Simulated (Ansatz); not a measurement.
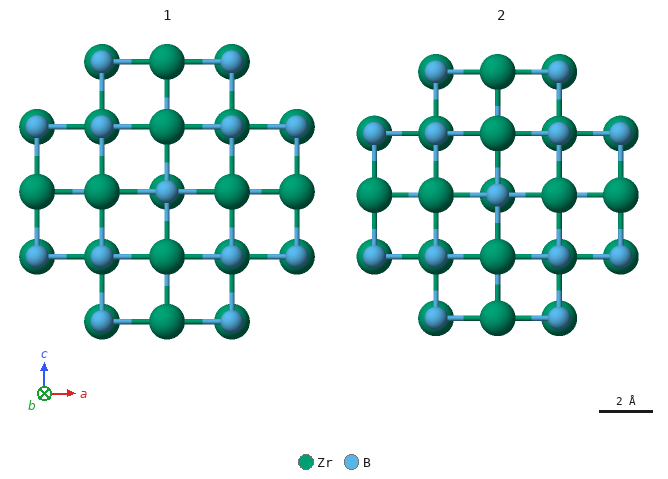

Two geometries of solid ZrB (built on the database_225 type) (coarse preliminary run), drawn at one scale. One is the start of a relaxation, the other its converged end. A ball-and-stick model of the conventional cell (4 times the calculation's cell), seen along the b axis. Lengths and directions refer to the drawn axes.

Theory: Ansatz, DFT PBE, scalar-relativistic, plane waves, PAW. (plane-wave cutoff 420 eV; k-point mesh 6 × 6 × 6; occupations gaussian; smearing width 0.1 eV; no spin polarisation; cell and atoms relaxed; force threshold 0.04 eV/Å; at most 70 steps)

Q: Which one is relaxed?

A: Structure 1 is the relaxed one. Case: structure reported for this formula (Fm-3m, No. 225). Over 3 accepted moves (4 points after the start) the energy falls by 208 meV per atom. All forces vanish by symmetry, so only the cell relaxes. The pressure goes from 34.90 to 0.16 GPa. The SCF was repeated once at an unchanged geometry on a basis and grid sized afresh for the cell, which shifted the energy by 2.2 meV per atom at most. The atoms keep their places relative to the cell (all moves are under 0.005 Å). The volume changes by +17.2 %, with a = b = c 4.650 → 4.903 Å (+5.4 %). Some distances before and after: Zr–Zr 3.288 → 3.467 Å, B–Zr 2.325 → 2.452 Å. The space group stays Fm-3m (No. 225).
